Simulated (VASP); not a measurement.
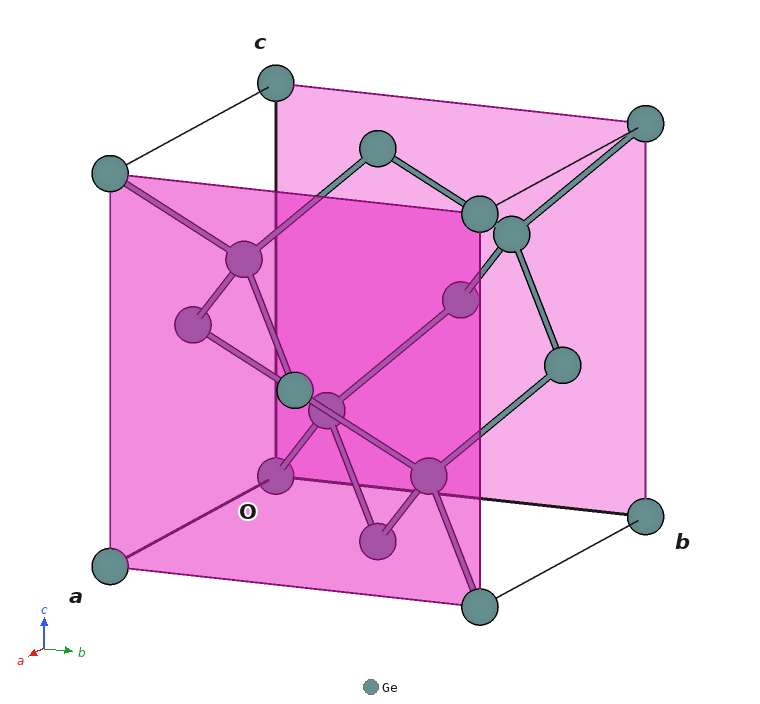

For Ge, coordinates from a relaxation with VASP Kohn-Sham DFT of a periodic cell, AM05, VASP PAW PBE potentials, recommended in VASP: every member of one family of equally spaced planes, hx + ky + lz = a whole number, that cuts the unit cell is shaded (one member passes through the origin O). Geometry calculated from the standardised cell; symmetry tolerance 0.002 Å.

a = 5.679 Å, b = 5.679 Å, c = 5.679 Å, α = 90.00°, β = 90.00°, γ = 90.00°.

Question: Which (hkl) family is drawn?

Answer: (1 0 0); the opposite sign names the same planes. The member next to the origin meets the axes a at 1, b never, c never.

Question: What is the spacing?

Answer: d = 5.679 Å.

Question: Which atoms of the cell lie in these planes (within 0.03 Å)?

Answer: 2 of the 8 Ge.

Question: The space group is No. 227, Fd-3m, origin choice 1. How many reflections hkl are equivalent to this one (itself included), and does it occur?

Answer: 6 reflections are equivalent in the Laue class m-3m. The reflection is systematically absent, by the centring.
